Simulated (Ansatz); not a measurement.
## Band-structure calculation of MgO₂ (part 2 of 2)

Continued. System: MgO₂ (12 atoms in the cell). Method: DFT, PBE0, plane waves, PAW, no spin polarisation (Ansatz 0.2.0); cutoff 420 eV, 4×4×4 k-mesh, fixed occupations. The structure derives from a Materials Project entry. The geometry comes from this level: r2SCAN.

Geometry of the input (Å; fractional positions):
```
4.8340  0.0000  0.0000
0.0000  4.8340  0.0000
0.0000  0.0000  4.8340
Mg 0.0000  0.5000  0.5000
Mg 0.5000  0.5000  0.0000
Mg 0.5000  0.0000  0.5000
Mg 0.0000  0.0000  0.0000
O  0.4112  0.0888  0.9112
O  0.0888  0.9112  0.4112
O  0.9112  0.4112  0.0888
O  0.5888  0.5888  0.5888
O  0.4112  0.4112  0.4112
O  0.0888  0.5888  0.9112
O  0.9112  0.0888  0.5888
O  0.5888  0.9112  0.0888
```

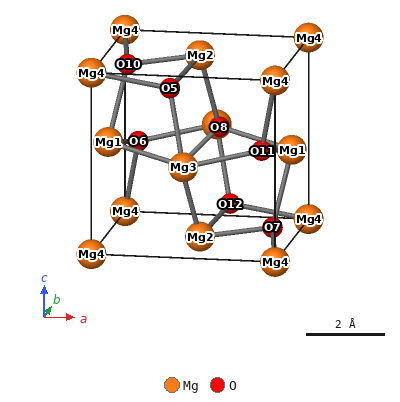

Fig. 1: The structure as given in the input (ball-and-stick view of the cell of the calculation, seen slightly off an axis; atoms are numbered from 1 in the order of the input).

Output, continued:
```
  k-point 0: bands = ["-71.7025", "-71.7007", "-71.7007", "-71.7007", "-36.6263", "-36.6263", "-36.6263", "-36.6180", "-36.6134", "-36.6134", "-36.6134", "-36.6114", "-36.6114", "-36.6047", "-36.6047", "-36.6047", "-17.5068", "-16.6554", "-16.6554", "-16.6554", "-10.6634", "-10.6634", "-10.6634", "-10.2227", "-0.3902", "-0.2534", "-0.2534", "-0.2534", "-0.0272", "-0.0272", "-0.0272", "0.6800", "0.6800", "1.7520", "1.7520", "1.7520", "3.2187", "3.2187", "3.2187", "4.7220", "4.7220", "4.7220", "5.2249", "5.2249", "13.2373", "13.2373", "13.2373", "13.2980", "14.5489", "19.0230", "19.0230"]
  k-point 1: bands = ["-71.7022", "-71.7010", "-71.7007", "-71.7007", "-36.6244", "-36.6244", "-36.6235", "-36.6178", "-36.6153", "-36.6138", "-36.6129", "-36.6121", "-36.6109", "-36.6082", "-36.6060", "-36.6060", "-17.3838", "-16.7810", "-16.6422", "-16.6421", "-10.6632", "-10.6606", "-10.6190", "-10.3090", "-0.8823", "-0.8259", "-0.5613", "-0.2892", "0.1463", "0.3031", "0.4652", "0.7918", "0.9396", "1.4149", "1.4462", "1.8138", "3.5610", "3.6706", "3.7116", "4.6636", "4.6866", "4.8777", "5.0073", "5.2043", "12.6242", "12.9199", "13.1367", "13.2105", "15.6270", "18.6356", "18.9342"]
  k-point 2: bands = ["-71.7016", "-71.7016", "-71.7007", "-71.7007", "-36.6201", "-36.6201", "-36.6199", "-36.6199", "-36.6161", "-36.6161", "-36.6143", "-36.6143", "-36.6091", "-36.6091", "-36.6087", "-36.6087", "-17.0837", "-17.0837", "-16.6288", "-16.6288", "-10.6600", "-10.6600", "-10.4850", "-10.4850", "-1.1148", "-1.1148", "-0.6021", "-0.6021", "0.3854", "0.3854", "0.7129", "0.7129", "1.1585", "1.1585", "1.6125", "1.6125", "4.2328", "4.2328", "4.3391", "4.3391", "4.4926", "4.4926", "5.1008", "5.1008", "12.4646", "12.4646", "13.0771", "13.0771", "17.1993", "17.1993", "18.8081"]
  k-point 10: bands = ["-71.7012", "-71.7012", "-71.7012", "-71.7012", "-36.6298", "-36.6298", "-36.6298", "-36.6298", "-36.6084", "-36.6084", "-36.6084", "-36.6084", "-36.6070", "-36.6070", "-36.6070", "-36.6070", "-16.8001", "-16.8001", "-16.8001", "-16.8001", "-10.7117", "-10.7117", "-10.7117", "-10.7117", "-0.5032", "-0.5032", "-0.5032", "-0.5032", "-0.0260", "-0.0260", "-0.0260", "-0.0260", "1.6707", "1.6707", "1.6707", "1.6707", "4.4760", "4.4760", "4.4760", "4.4760", "4.6374", "4.6374", "4.6374", "4.6374", "13.1727", "13.1727", "13.1727", "13.1727", "17.5481", "17.5481", "17.5481"]
```

File v_z.tsv:
```
# z_ang	v_es[eV]	v_tot[eV]
# format = ansatz-planar-average/11
# xc	pbe0
# density_cutoff_ev	1680
# datasets	Mg=:simpson_from_first_knot:soft:fock:shift=0	O=:simpson_from_first_knot:soft:fock:shift=0
# lattice	4.833988168	0.000000000	0.000000000
# lattice	0.000000000	4.833988168	0.000000000
# lattice	0.000000000	0.000000000	4.833988168
# sites	12
# site	12	0.000000000	2.416994084	2.416994084
# site	12	2.416994084	2.416994084	0.000000000
# site	12	2.416994084	0.000000000	2.416994084
# site	12	0.000000000	0.000000000	0.000000000
# site	8	1.987543511	0.429450573	4.404537595
# site	8	0.429450573	4.404537595	1.987543511
# site	8	4.404537595	1.987543511	0.429450573
# site	8	2.846444657	2.846444657	2.846444657
# site	8	1.987543511	1.987543511	1.987543511
# site	8	0.429450573	2.846444657	4.404537595
# site	8	4.404537595	0.429450573	2.846444657
# site	8	2.846444657	4.404537595	0.429450573
0.000000	-4.458660e0	-1.432158e1
0.134277	-3.828511e0	-1.357052e1
0.268555	-2.366953e0	-1.179633e1
0.402832	-6.001041e-1	-9.556460e0
0.537110	1.551572e0	-6.856298e0
0.671387	3.844104e0	-4.001453e0
0.805665	5.954629e0	-1.422678e0
0.939942	7.859765e0	7.997023e-1
1.074220	9.388689e0	2.568968e0
1.208497	9.975574e0	3.252066e0
1.342774	9.388689e0	2.568968e0
1.477052	7.859765e0	7.997023e-1
1.611329	5.954629e0	-1.422678e0
1.745607	3.844104e0	-4.001453e0
1.879884	1.551572e0	-6.856298e0
2.014162	-6.001041e-1	-9.556460e0
2.148439	-2.366953e0	-1.179633e1
2.282717	-3.828511e0	-1.357052e1
2.416994	-4.458660e0	-1.432158e1
2.551272	-3.828511e0	-1.357052e1
2.685549	-2.366953e0	-1.179633e1
2.819826	-6.001041e-1	-9.556460e0
2.954104	1.551572e0	-6.856298e0
3.088381	3.844104e0	-4.001453e0
3.222659	5.954629e0	-1.422678e0
3.356936	7.859765e0	7.997023e-1
3.491214	9.388689e0	2.568968e0
3.625491	9.975574e0	3.252066e0
3.759769	9.388689e0	2.568968e0
3.894046	7.859765e0	7.997023e-1
4.028323	5.954629e0	-1.422678e0
4.162601	3.844104e0	-4.001453e0
4.296878	1.551572e0	-6.856298e0
4.431156	-6.001041e-1	-9.556460e0
4.565433	-2.366953e0	-1.179633e1
4.699711	-3.828511e0	-1.357052e1
```

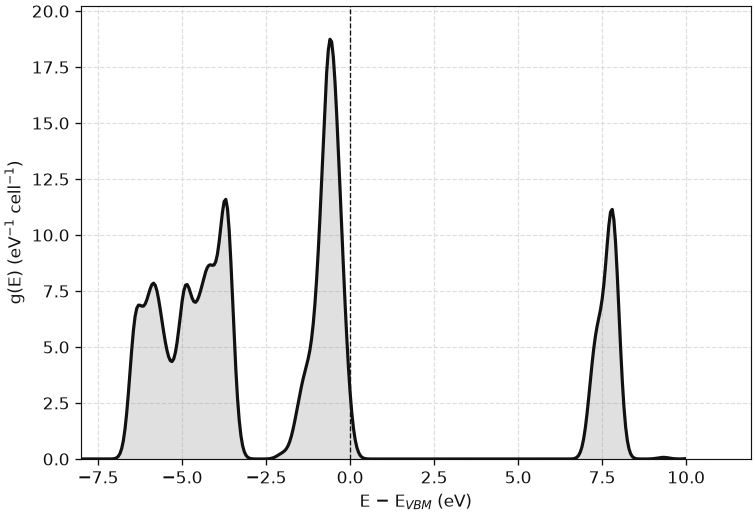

Fig. 2: Density of states (the curve is built from the levels of the k mesh with Gaussians 0.4 eV wide, which also blur the band edges), with energies from the valence-band top. There is a gap of 7.15 eV on the k-point mesh. Small ripples come from the finite k-point mesh.

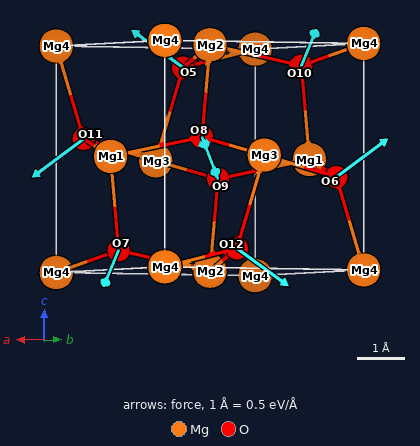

Fig. 3: Forces on the atoms as teal arrows (ball-and-stick view of the cell of the calculation, seen at an oblique angle; atoms are numbered from 1 in the order of the input). The largest act on all 8 O atoms (0.74 eV/Å). The geometry is not a stationary point of this energy.

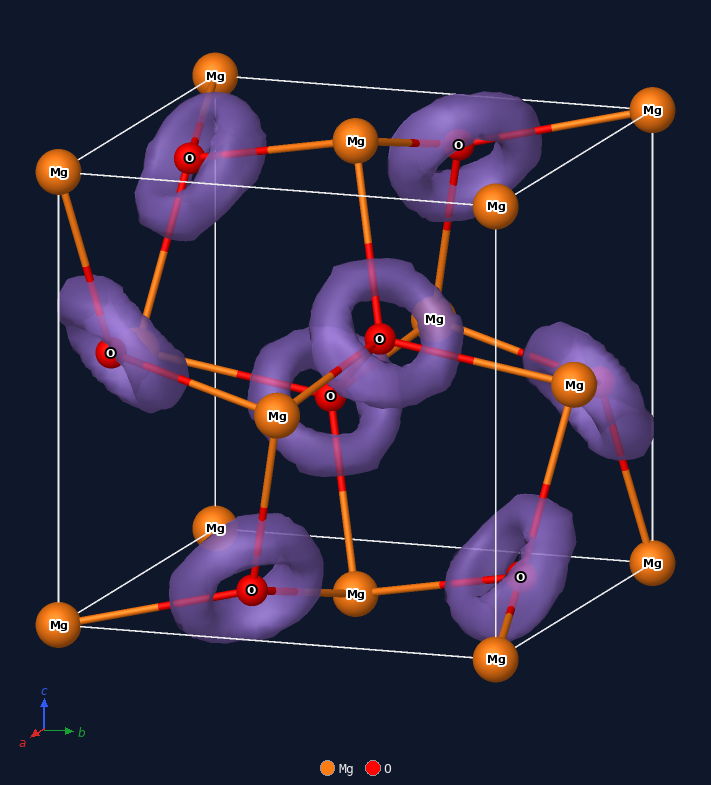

Fig. 4: Isosurface of the electron localisation function at 0.85 (purple), seen slightly off an axis. Core shells and regions of very low density are left out. Sticks mark near contacts. The outline is the cell set on symmetry axes. Profiles from the grid: O–O (1.49 Å): the ELF peaks at about 0.75 between the atoms, as expected for localised, shared-pair bonding. Mg–O (2.08 Å): the ELF is about 0.40 at the midpoint. In a PAW calculation such maps are meaningful between the atoms, not at the nuclei.

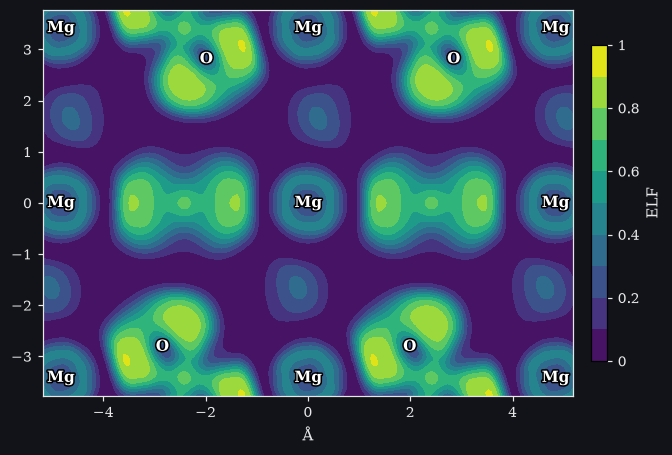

Fig. 5: ELF on the (011) plane of the conventional cell. Mg–O (2.08 Å): the ELF is about 0.40 at the midpoint.

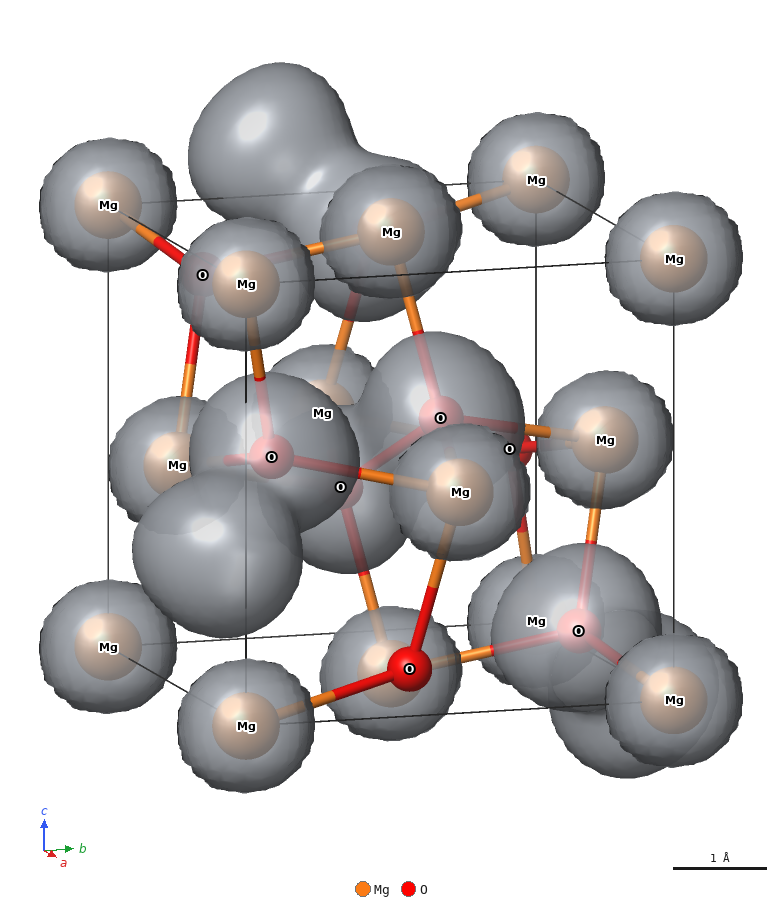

Fig. 6: Isosurface of the valence electron density at 0.5 e/Å³ (grey), seen slightly off an axis. Sticks mark near contacts. The outline is the cell set on symmetry axes. At this value the density breaks into separate islands; it holds about 85 % of the electrons treated as valence (semicore included). It is pinched off along the Mg–O (2.08 Å) contacts. On the grid the lowest density along these lines, outside the cores, is 1.7 e/Å³ (O–O, 1.49 Å) and 0.3 e/Å³ (Mg–O, 2.08 Å).

Summary:

```json
{"quantity": "outcome", "value": "converged"}
{"quantity": "space group (tolerance 0.01 Å)", "value": "Pa-3 (205)"}
{"quantity": "electrons treated", "value": "88"}
{"quantity": "free energy", "value": "−12235.7328 eV"}
{"quantity": "Fermi energy", "value": "5.225 eV"}
{"quantity": "gap on the k-point mesh", "value": "7.15 eV"}
{"quantity": "pressure", "value": "−1.35 GPa"}
{"quantity": "largest force (length of the vector)", "value": "0.738 eV/Å"}
{"quantity": "wall time", "value": "7.4 min (CPU time 12 min)"}
{"quantity": "peak memory", "value": "1.7 GiB"}
```

Remarks:

Warnings of the run: the exchange loop's threshold is looser than advised for the stress; the SCF threshold is looser than advised for the printed stress.
